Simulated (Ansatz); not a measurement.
# ZrS₂: phonon calculation

System: ZrS₂ (P-3m1, 3 atoms in the cell).
Method: DFT PBE+D3(BJ), scalar-relativistic, plane waves, PAW, no spin polarisation (Ansatz 0.2.0).

The structure derives from an entry of the Crystallography Open Database. It belongs to a series of runs on one base structure; here: zone-centre phonons at 6 GPa. Figures and captions count atoms from 1; the log counts them from 0 in places.

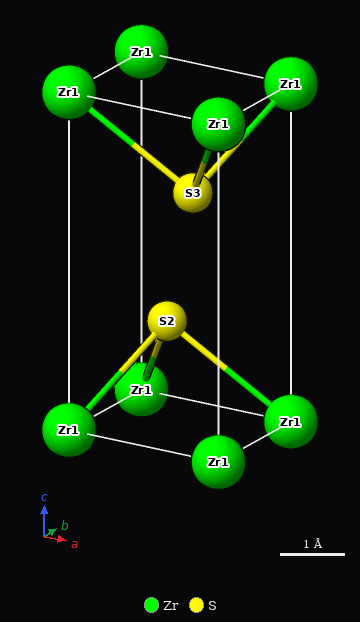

Figure 1. The input geometry (ball-and-stick view of the cell of the calculation, seen slightly off an axis; atoms are numbered from 1 in the order of the input).

**Input file**
```yaml
crystal:
  lattice:
    - [3.542772115, 0.0, 0.0]
    - [-1.7713860575, 3.0681306514, 0.0]
    - [0.0, 0.0, 5.3843114482]
  atoms:
    - { symbol: Zr, position: [0.0, 0.0, 0.0] }
    - { symbol: S, position: [0.3333333333, 0.6666666667, 0.2745830324] }
    - { symbol: S, position: [0.6666666667, 0.3333333333, 0.7254169676] }
basis:
  ecutwfc: 420
kpoints:
  mp_grid: { grid: [12, 12, 8] }
hamiltonian:
  xc: pbe
  dispersion: d3bj
scf:
  occupations: { method: gaussian, width: 0.01 }
output:
  eigenvalues: true
phonons:
  method: dfpt
  eigenvectors: true
```

Machine: 1 thread of Intel Xeon @ 2.50GHz (Skylake/Cascade Lake), 32 GiB of memory available, shared host.

Run as:
```bash
ansatz run input.yaml --threads 1 --pin off --max-ram 3072MiB --backend cpu --events-out ev --progress --plain --runs-dir out
```

**Log**
```
Engine: ansatz 0.2.0, x86_64-unknown-linux-gnu
Pseudopotentials: kind: paw
Pseudopotential: Zr, paw, valence charge 12, recommended cutoff 420 eV (normal), Zr.paw.azcp
Pseudopotential: S, paw, valence charge 6, recommended cutoff 420 eV (normal), S.paw.azcp
Functional definition: PBE
  parameter kappa = 0.804
  parameter beta = 0.06672455060314922
  exchange = pbe_x(kappa = kappa, mu = beta*pi^2/3)
  correlation = pbe_c(beta = beta)
Crystal: 3 atoms, lattice volume = 58.526 Å³
Basis set: ecut = 420 eV, 1127 PW (Γ), exchange–correlation on 48×48×72 points (8 copies of the dense FFT grid, shifted against one another)
Bands: 16, of which v1, the nominal top of the filled ones, is band 12 counted from 1 (11 counted from 0)
Symmetry: 12 space group operations
k-points: 320 of 1152 (irreducible under 2 space group operations, time reversal used)
Non-local potential: Zr, projectors of the file, l = 0: 3, l = 1: 2, l = 2: 2, l = 3: 2
Non-local potential: S, projectors of the file, l = 0: 2, l = 1: 2, l = 2: 2
PAW form: soft (Blöchl's): semilocal exchange-correlation on the pseudo side does not see the compensation charge
PAW one-centre angular grid: Zr, 590 points (default); XC on 64 Gauss nodes
PAW one-centre angular grid: S, 110 points (default); XC on 64 Gauss nodes
Initial density: superposition of atomic densities (neutral atoms: chi_scale 0, normalization atom), corrected by the library's trained network
Initial wavefunctions: pseudopotential atomic-orbital guess
Functional: x = pbe(κ = 0.804, μ = 0.2195149727645171), c = pbe(β = 0.06672455060314922)
SCF iter   1: F=—  HF=-5993.560364 eV  |F-HF|=—  |Δ(HF+E_count)|=         —  Δρ=1.79e-3  dr2=1.98e-3  ethr=1.77e-3  ⟨swp⟩=6.1  Hψ=29151  notcnv=0
preconditioner: auto → none  [insulator: Δε(μ)=0.091 eV  Ē_g=8.198 eV  σ=0.010 eV  W_gap=1.00  n_scr=10 (ndim 8)  ℏωp=19.4 eV  f_vac=0.001  D(μ)=0.00/eV (n_scr^D=0)  ε∞_Penn≈6.6]
SCF iter   2: F=—  HF=-5993.558880 eV  |F-HF|=—  |Δ(HF+E_count)|=   1.48e-3  Δρ=6.80e-4  dr2=2.84e-4  ethr=8.24e-6  ⟨swp⟩=2.1  Hψ=12271  notcnv=0
SCF iter   3: F=—  HF=-5993.559034 eV  |F-HF|=—  |Δ(HF+E_count)|=   1.55e-4  Δρ=3.00e-4  dr2=3.76e-5  ethr=1.18e-6  ⟨swp⟩=2.0  Hψ=7457  notcnv=0
SCF iter   4: F=—  HF=-5993.559084 eV  |F-HF|=—  |Δ(HF+E_count)|=   4.95e-5  Δρ=9.45e-5  dr2=2.08e-6  ethr=1.57e-7  ⟨swp⟩=2.0  Hψ=7197  notcnv=0
SCF iter   5: F=—  HF=-5993.559090 eV  |F-HF|=—  |Δ(HF+E_count)|=   6.73e-6  Δρ=9.92e-6  dr2=8.39e-8  ethr=8.67e-9  ⟨swp⟩=2.0  Hψ=8499  notcnv=0
SCF iter   6: F=—  HF=-5993.559091 eV  |F-HF|=—  |Δ(HF+E_count)|=   4.00e-8  Δρ=1.44e-6  dr2=9.34e-10  ethr=3.49e-10  ⟨swp⟩=2.0  Hψ=7563  notcnv=0
SCF iter   7: F=—  HF=-5993.559091 eV  |F-HF|=—  |Δ(HF+E_count)|=   1.73e-9  Δρ=1.77e-7  dr2=3.29e-11  ethr=3.89e-12  ⟨swp⟩=2.0  Hψ=8150  notcnv=0
SCF iter   8: F=-5993.559091 eV  HF=-5993.559091 eV  |F-HF|=1.82e-12  |Δ(HF+E_count)|=  6.37e-12  Δρ=2.46e-8  dr2=6.99e-13  ethr=1.00e-12  ⟨swp⟩=5.0  Hψ=21663  notcnv=0
SCF 1 converged in 8 iterations: F = -5993.559091 eV  dr2 = 6.99e-13
  greatest PAW one-centre occupation: 0.995 electrons in one spin orbital (limit 2), on the Zr atom at site 0 (counted from 0), in its partial waves of l = 0
```

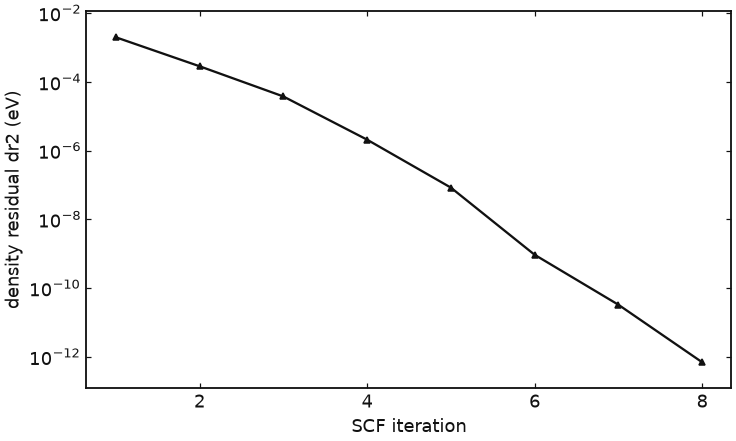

Figure 2. Convergence of the self-consistent field: density residual dr2 against the SCF iteration. The residual falls at every step.

```
DFPT response loops at Γ: preconditioner auto → Resta (q_TF=auto, 2.352 Å⁻¹)  ε∞=28.7 (no band partly filled); β = 1.00, the filter's whole step (`scf.mixing.beta` (0.50) is not read by the response loops at its default; to damp them type it under 1.00, their step now; it binds the ground state too); Broyden in place of MSR1
SCF converged after 8 iterations
Free energy (F): -5993.559091 eV
Harris-Foulkes:  -5993.559091 eV  (|F-HF|=1.82e-12)
Internal energy: -5993.559091 eV  (E = F + TS)
E sigma→0 (E₀):  -5993.559091 eV
Fermi energy:    9.850332 eV
--- Per-component energies (eV) ---
  E_band       = -114.657052
  E_kinetic    = 551.816069
  E_local      = -1061.341756  (includes V_loc(G=0)·N_el)
  E_nonlocal   = 135.086532
  E_hartree    = 359.437533
  E_xc         = -358.773417
  E_vxc        = -369.596553  (∫ρ·V_xc dr)
  E_paw        = -4154.104388  (= ΣΔE_a)
  E_vpaw       = -89.496454  (= ΣTr[D̂ρ^β])
  E_aug_tail   = 0.000026  (compensation charges beyond the density's cutoff)
  E_ewald      = -1464.447035
  E_disp       = -1.232655  (pairwise vdW)
  E_smearing   = -0.000000  (= −TS)
  E_closure    = -0.000000  (closes the sum)
  Σ components = -5993.559091   (vs F -5993.559091, Δ=0.00e0)
--- Band table (eV; the first three rows and the last of 320) ---
  k-point 0: bands = ["-39.4724", "-17.6043", "-17.3933", "-17.3933", "-4.0910", "-1.9320", "4.0363", "6.3952", "6.3952", "9.2989", "9.2989", "9.8145", "10.9190", "10.9190", "11.4421", "13.8540"]
  k-point 1: bands = ["-39.4724", "-17.6048", "-17.3933", "-17.3933", "-4.0296", "-2.0491", "4.2233", "6.4132", "6.4132", "9.2315", "9.2315", "9.3851", "10.9038", "10.9038", "11.6199", "13.9871"]
  k-point 2: bands = ["-39.4724", "-17.6060", "-17.3933", "-17.3933", "-3.8503", "-2.3541", "4.7369", "6.4585", "6.4585", "8.5011", "9.0754", "9.0754", "10.8656", "10.8656", "11.8327", "14.3241"]
  k-point 319: bands = ["-39.4414", "-17.6979", "-17.5524", "-17.5155", "-2.6921", "-2.2299", "4.9937", "5.0069", "6.6043", "6.9030", "7.5063", "7.8409", "11.4081", "11.5745", "13.1494", "14.5083"]
--- Phonons (Γ-DFPT): 4 representative perturbations + reference, on 320 of 1152 k-points (Σ response iterations 12) ---
  k mesh reduced under 2 symmetry operations, with k and −k counted as one. Each operation leaves every solved perturbation unchanged. A smaller set is not used because it would not reduce the number of displacements times k-points to solve
  ASR residual: 4.791e-5 → 0.000e0 eV/Å²; symmetrization residual: 2.804e-6 eV/Å²
  pairwise dispersion correction: d3bj (s6 = 1.0, s8 = 0.7875, a1 = 0.4289, a2_bohr = 4.4407), with the weights of each atom's references fixed at the reference crystal's, and the forces and stress that the weights' published response gives there kept as a pressure on the atom's counted neighbours (hamiltonian.dispersion)
  ASR residual per site (eV/Å²): 1.82e-5 4.79e-5 4.79e-5
  Γ frequencies (cm⁻¹): 0.00 0.00 0.00 177.82 177.82 262.36 262.36 344.62 352.65
  non-analytic LO–TO correction: not included (Born effective charges unavailable; polar crystals: no LO–TO splitting at Γ)
```

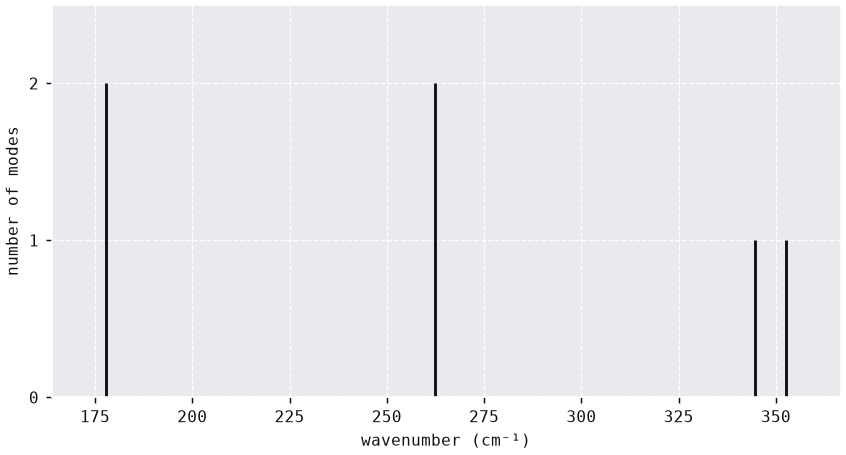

Figure 3. Optical phonons at the zone centre (no LO–TO term); neighbouring modes closer than 3 cm⁻¹ are counted in one stick. 6 modes from 178 to 353 cm⁻¹, none imaginary.

**Summary**

| quantity | value |
| --- | --- |
| outcome | converged |
| space group (tolerance 0.01 Å) | P-3m1 (164) |
| electrons treated | 24 |
| free energy | −5993.5591 eV |
| Fermi energy | 9.850 eV |
| gap on the k-point mesh | 0.07 eV |
| wall time | 1.7 min |
| peak memory | 1.2 GiB |
